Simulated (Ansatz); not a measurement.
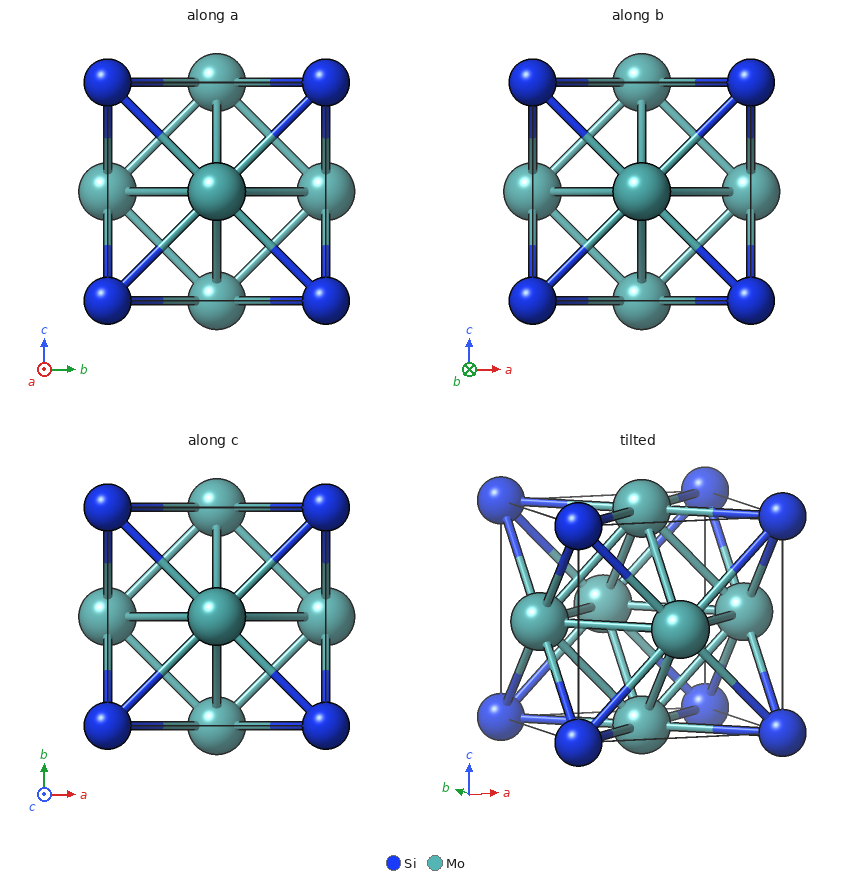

The figure gives a ball-and-stick picture of the atoms, viewed along the a axis, along the b axis, along the c axis and slightly off an axis. The frame is the conventional unit cell; atoms at its boundary are shown with their periodic copies.

Lattice parameters: a = 3.901 Å, b = 3.901 Å, c = 3.901 Å, α = 90.00°, β = 90.00°, γ = 90.00°.

Express the structure as a table of Wyckoff sites.

Answer. Space group Pm-3m (No. 221).
```json
{"atom": "Si", "site": "1a", "x": "0.0000", "y": "0.0000", "z": "0.0000"}
{"atom": "Mo", "site": "3c", "x": "0.0000", "y": "0.5000", "z": "0.5000"}
```

It goes back to a structure type filled with these elements by a generator (whether the compound takes this form wasn't checked). Earlier steps of the study, as a rule a relaxation of our own, may have changed the cell and positions, so they can lie some per cent off the listed ones. A calculation with Ansatz used it as input.
